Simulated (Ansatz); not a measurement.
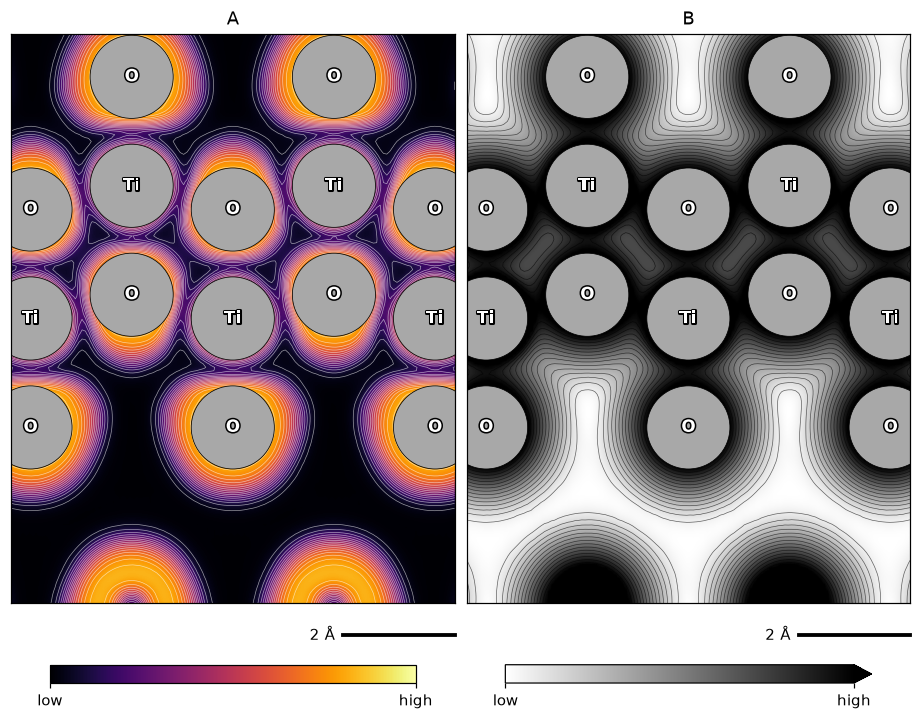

TiO2: 2 fields on the (100) plane of the conventional cell, with unlabelled colour scales. Grey discs cover the atomic cores.

Space group I4₁/amd; not relaxed (largest force 0.4 eV/Å); computed pressure about 34 GPa in this cell; computed without spin polarisation; Hubbard U of 4 eV on Ti d only.

Level of theory: DFT PBE+U, scalar-relativistic, plane waves, PAW in Ansatz.

Match the panels to the quantities (electron localisation function and valence pseudo-density).

Panel A: electron localisation function. Panel B: valence pseudo-density. From the grid: Ti–O (1.86 Å): the density is about 0.89 e/Å³ at the midpoint; the ELF peaks at about 0.80 in the valence shell of O, 0.6 Å from its nucleus, and is about 0.25 at the midpoint (no localised pair shows between them). Ti–O (1.95 Å): ρ is about 0.72 e/Å³ halfway; the ELF peaks at about 0.85 in the valence shell of O, 0.6 Å from its nucleus, and is about 0.20 at the midpoint; no localised pair shows between them.
